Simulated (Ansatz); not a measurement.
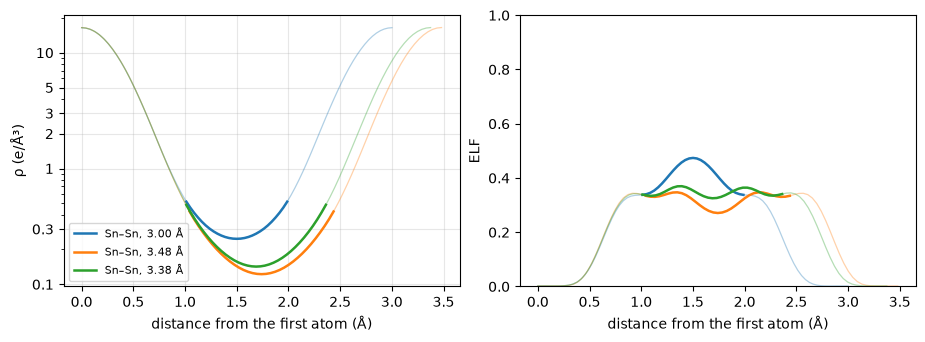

Figure 1: Sn. Valence electron density and electron localisation function along straight lines between neighbouring atoms. Thin, pale parts lie inside the atomic spheres.

Space group C2/m; not relaxed (largest force 0.4 eV/Å).

Computed with Ansatz, DFT PBE, scalar-relativistic, plane waves, PAW.

The density is the valence pseudo-density of a PAW calculation; it isn't the true density close to the nuclei.

```
Sn
1.0
     0.00000    3.48108   -4.61865
     3.48108    0.00000    0.00000
     0.00000   -9.86306   -5.38842
Sn
8
Direct
  0.43750 0.50000 0.12500
  0.93750 0.00000 0.12500
  0.56250 0.50000 0.87500
  0.06250 0.00000 0.87500
  0.85417 0.50000 0.62500
  0.35417 0.00000 0.62500
  0.14583 0.50000 0.37500
  0.64583 0.00000 0.37500
```

> Compare the contacts.

Sn–Sn (3.00 Å): ρ is about 0.25 e/Å³ halfway; the ELF is about 0.45 at the midpoint.
Sn–Sn (3.48 Å): ρ is about 0.12 e/Å³ halfway; the ELF is about 0.25 at the midpoint (no localised pair shows between them).
Sn–Sn (3.38 Å): ρ at the midpoint is about 0.14 e/Å³; the ELF is about 0.35 at the midpoint.
